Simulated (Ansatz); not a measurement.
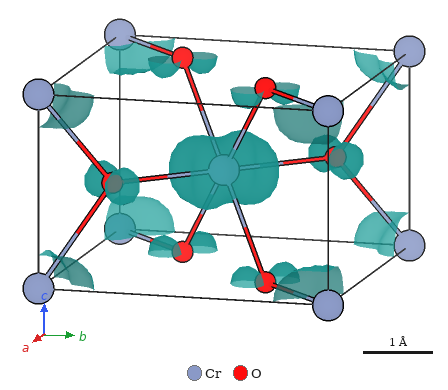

Figure. CrO2. Density of the Kohn–Sham states from 0.0 to +1.2 eV about the Fermi level (the empty states just over the Fermi level), scaled to one electron a cell: teal surface at 0.08 1/Å³, in the conventional cell seen slightly off an axis.

Space group P4_2/mnm; the calculation finds a residual pressure of about 2 GPa at this fixed cell; spin-polarised. It comes out metallic at this level (no Hubbard term), which in such compounds can be an artefact. Net moment 4.0 μB in the 6-atom cell of the calculation; other magnetic orders weren't tried.

Method: Ansatz 0.2.0, DFT PBE, scalar-relativistic, plane waves, PAW.

In a PAW calculation such maps are meaningful between the atoms, not at the nuclei.

### What is the character of these states?

Löwdin projections on the PAW files' atomic orbitals give Cr 3d (65 %) and O 2p (30 %).
In space (atomic cells sized by Bader volumes) the density divides as Cr about 65 % and O about 35 %.
It nearly vanishes midway along the shortest Cr–O contact.
It nearly vanishes midway along the shortest Cr–Cr contact.
Its net spin polarisation is +44 % (up less down).
Little of the density lies between the atoms' surroundings.
